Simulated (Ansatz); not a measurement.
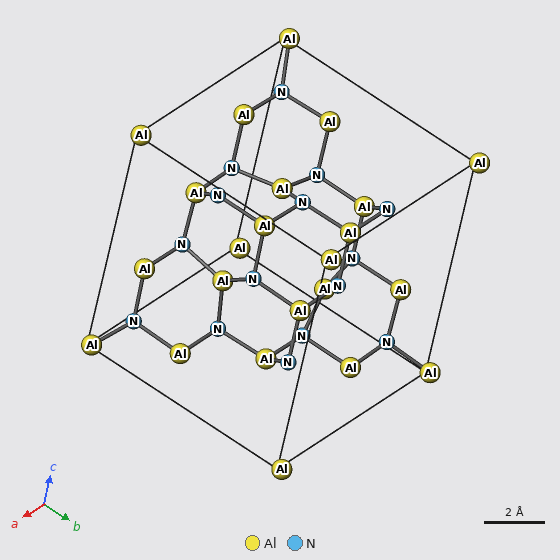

A ball-and-stick picture of a crystal structure, seen from a general direction. The lines enclose the supercell; boundary atoms appear with their images. The host is AlN, in a cell of 32 sites, and the cell carries a charge of +3.

What imperfection does the supercell contain?

A nitrogen vacancy. Around the empty site lie four Al at about 2.3 Å.

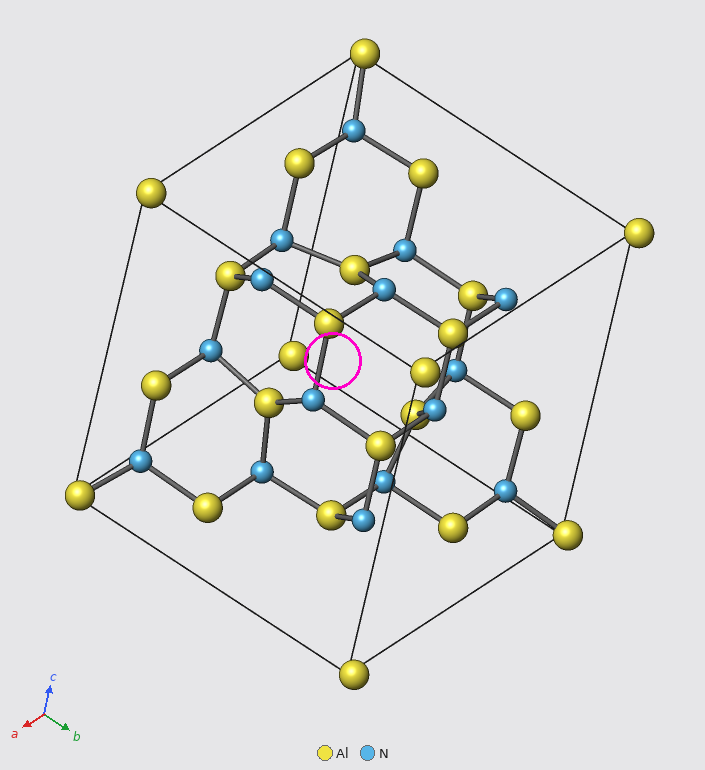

The same cell with a ring at the defect's site.

The atoms were relaxed in the host's cell with Ansatz 0.2.0, DFT PBE, scalar-relativistic, plane waves, PAW.
